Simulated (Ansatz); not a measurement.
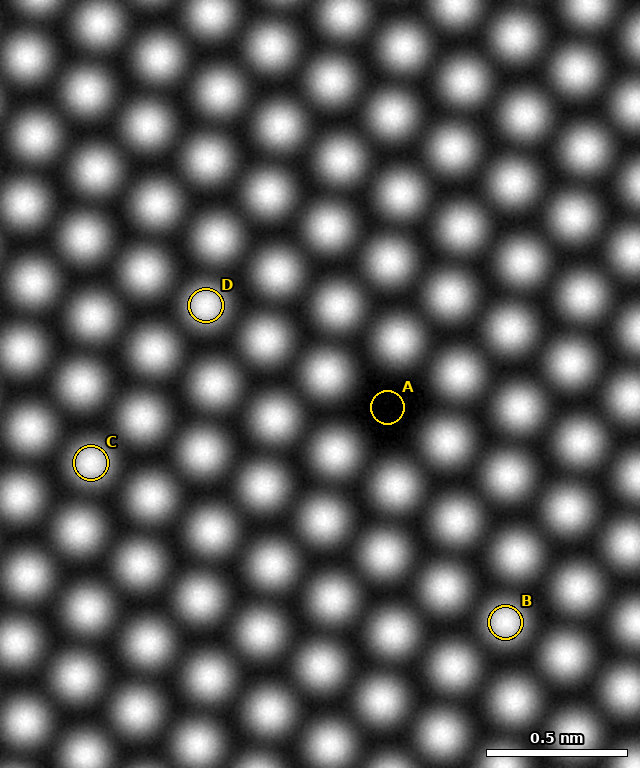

HAADF-like image of Al (P6_3/mmc, No. 194) along [100]. The image is simulated as a sum over atoms of Z^1.7, blurred by a 1.16 Å probe (no channelling). The display is stretched by a gamma of 0.65; percentages refer to the linear signal. Shot noise was added.

The sample is 1 repeat (2.9 Å) thick. One point defect was put into the perfect crystal, without relaxing the atoms around it. Brightness is counted from the darkest point of the image. Host structure: a calculation's starting geometry; the starting structure was generated, so it need not be a known form of this composition.

Which ringed column holds the defect, and does it scatter more or less than its equals?

A; it scatters less. The column holds 1 atom (Al) through the sample, and one Al atom is missing, so its peak vanishes.
